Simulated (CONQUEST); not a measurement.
# Pb: 7 runs along one coordinate

System: Pb (Fm-3m, 2 atoms in the cell).
Method: Kohn-Sham DFT of a periodic cell, PBEsol, PseudoDojo NC PBEsol, no spin polarisation (CONQUEST 1.3).

The 7 runs differ only in the geometry, by an even scaling of the cell at fixed fractional positions. The structure derives from an entry of the Crystallography Open Database.

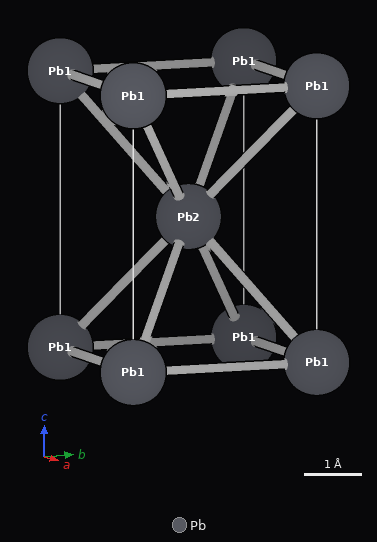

Figure 1. The structure of run 4 (ball-and-stick view of the cell of the calculation, seen slightly off an axis; atoms are numbered from 1 in the order of the input). An atom can appear more than once, as a periodic image.

### Input of run 4
```
IO.Title Pb
IO.Coordinates coords.dat
IO.FractionalAtomicCoords T
IO.Iprint 2
IO.Iprint_init 1
General.NumberOfSpecies 1
General.PseudopotentialType hamann
AtomMove.TypeOfRun static
AtomMove.FullStress T
Grid.PointsAlongX 36
Grid.PointsAlongY 36
Grid.PointsAlongZ 48
DM.SolutionMethod diagon
Diag.MPMesh T
Diag.GammaCentred T
Diag.MPMeshX 8
Diag.MPMeshY 8
Diag.MPMeshZ 6
Diag.kT 0.00183747
minE.SCTolerance 1e-6
SC.MaxIters 100
IO.AtomChargeOutput T
%block ChemicalSpeciesLabel
1 207.200 Pb
%endblock
```

Command:
```bash
OMP_NUM_THREADS=1 Conquest
```

Lattice vectors (Å) and fractional positions of run 4:
```
   3.500207    0.000000    0.000000
   0.000000    3.500207    0.000000
   0.000000    0.000000    4.950040
Pb  0.000000  0.000000  0.000000
Pb  0.500000  0.500000  0.500000
```

Run 6 has the same physical settings and fractional positions; its lattice vectors (Å) are:
```
   3.546267    0.000000    0.000000
   0.000000    3.546267    0.000000
   0.000000    0.000000    5.015180
```

### Results, with one run withheld

| run | volume per atom (Å³) | free energy per atom, from the lowest run given (meV) | pressure (GPa) |
| --- | --- | --- | --- |
| 1 | 28.503 | 19.02 | 3.69 |
| 2 | 29.110 | 7.97 | 2.16 |
| 3 | 29.716 | 1.87 | 0.94 |
| 4 | 30.323 | 0.00 | 0.16 |
| 5 | 30.929 | 0.15 | −0.51 |
| 6 | 31.535 | ? | ? |
| 7 | 32.142 | 10.82 | −2.23 |

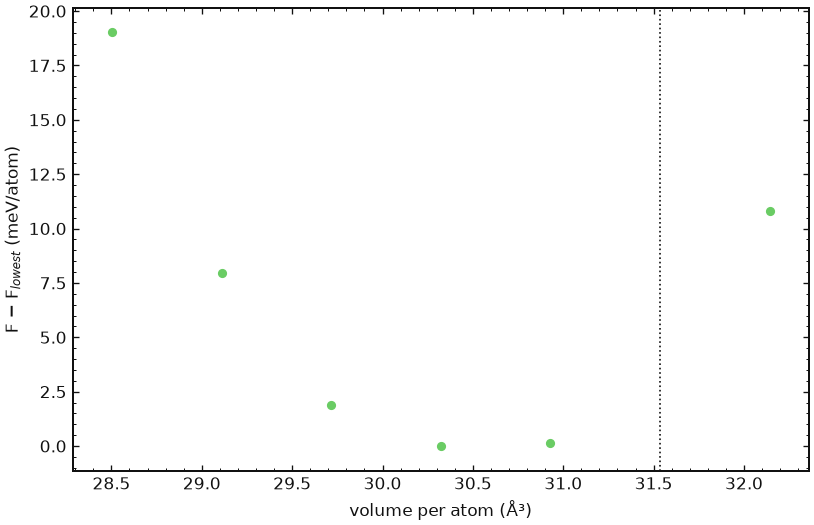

Figure 2. Free energy per atom of the runs given; the dotted line marks run 6.

Fit the runs given and predict run 6.

A cubic polynomial in V^(−2/3) (the Birch–Murnaghan form), fitted to the 6 runs given, misses them by at most 0.47 meV per atom. With x = V^(−2/3) − 0.10339 Å⁻², it reads F = 0.052009 + 1442.2 x + 9.0288e+05 x² + 9.8018e+06 x³ (meV per atom). At run 6 it gives 4.38 meV per atom, and the run itself gives 3.85. The slope of the fit gives a pressure −dF/dV of −1.37 GPa there, and the run prints −1.35 GPa. The fit has its minimum at 30.437 Å³ per atom, where V d²F/dV² gives 43.3 GPa: the bulk modulus at this level, since symmetry fixes the shape and the positions. The miss comes from the order of the polynomial or from scatter in that run; these data can't tell which.

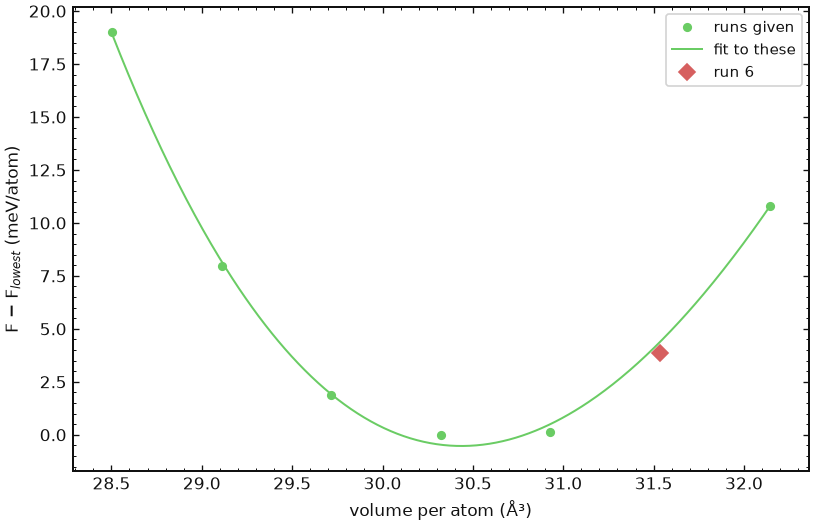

Figure 3. The fit and the withheld run.

### Some lines of the output (run 6)
```
[...]
          DFT Total Energy                 :      -140.510736333503814 Ha
          Free Energy (E-TS)               :      -140.514395543220360 Ha
          DFT Total Energy                 :      -140.513613809859407 Ha
          Free Energy (E-TS)               :      -140.514166496003810 Ha
          DFT Total Energy                 :      -140.513736813537491 Ha
          Free Energy (E-TS)               :      -140.514164298631187 Ha
          DFT Total Energy                 :      -140.513737296073032 Ha
          Free Energy (E-TS)               :      -140.514164520333139 Ha
          DFT Total Energy                 :      -140.513737569910745 Ha
          Free Energy (E-TS)               :      -140.514164245364867 Ha
          DFT Total Energy                 :      -140.513737288747222 Ha
      | Free Energy as E-TS      =      -140.514164245364867 Ha
      |* DFT total energy        =      -140.513737288747222 Ha
    force: Average pressure:     -1.35095922 GPa
```

Notes: Spin–orbit coupling is left out, which matters for Pb. With a small basis of atomic orbitals these values can differ much from converged plane-wave results.
